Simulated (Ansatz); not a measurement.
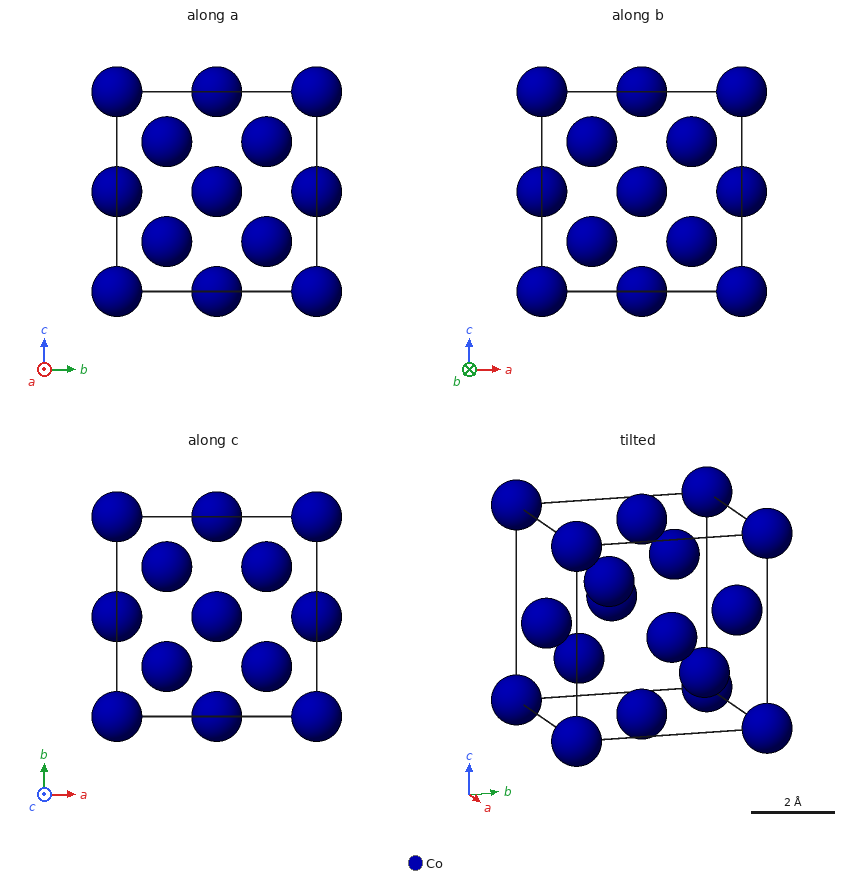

The figure gives a spheres-only picture of the atoms, viewed along the a axis, along the b axis, along the c axis and slightly off an axis. The edges of the conventional unit cell are marked.

Lattice parameters: a = 4.853 Å, b = 4.853 Å, c = 4.853 Å, α = 90.00°, β = 90.00°, γ = 90.00°. Put a along x and b in the xy plane.

**Give the atomic positions as a POSCAR file.**

```
Co
1.0
     4.853    0.000    0.000
     0.000    4.853    0.000
     0.000    0.000    4.853
Co
8
Direct
  0.7500 0.7500 0.2500
  0.0000 0.5000 0.5000
  0.7500 0.2500 0.7500
  0.0000 0.0000 0.0000
  0.2500 0.7500 0.7500
  0.5000 0.5000 0.0000
  0.2500 0.2500 0.2500
  0.5000 0.0000 0.5000
```

Source of the structure: a structure type filled with this element by a generator (whether the element takes this form wasn't checked). Relaxation method: DFT, r2SCAN, plane waves (500 eV) with PAW, scalar-relativistic in Ansatz.
